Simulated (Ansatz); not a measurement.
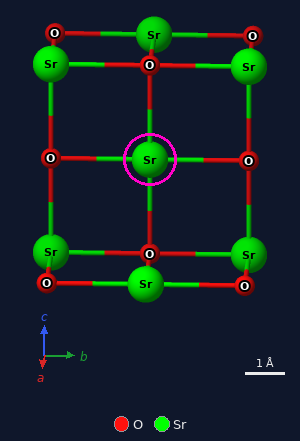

Perfect SrO. Style: ball-and-stick. Shown: the atoms within 4.6 Å of one point, in a slice 4.2 Å thick across the line of sight, from a free direction.

Theory: DFT, PBEsol, PAW, plane waves (Ansatz 0.2.0). Set-up: plane-wave cutoff 420 eV; k-point mesh 1 × 1 × 1; mesh shifted by (0.25, 0.25, 0.25); collinear spin. Fermi-Dirac smearing of 0.01 eV. A uniform background neutralises the charged cell. The axes drawn are those of the host's conventional cell.

A strontium atom is replaced by oxygen at the ringed place, in charge state +2. The supercell has 64 sites, and the atoms are relaxed at the host's cell.

Predict the relaxed surroundings of the defect.

Answer. In the host the Sr atom has 6 O at 2.56 Å; the O atom ends with 1 O at 1.36 Å. Of the host's atoms, an oxygen atom moves furthest from its site, by 0.23 Å. The O atom itself moves 1.39 Å from where it was put. The cell's net moment is 4.00 μB.

The relaxed defect, seen from the same direction:

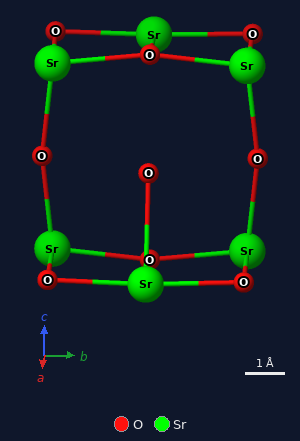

Limits of the set-up: the cell is charged, on a uniform background, and energies carry no finite-size correction.
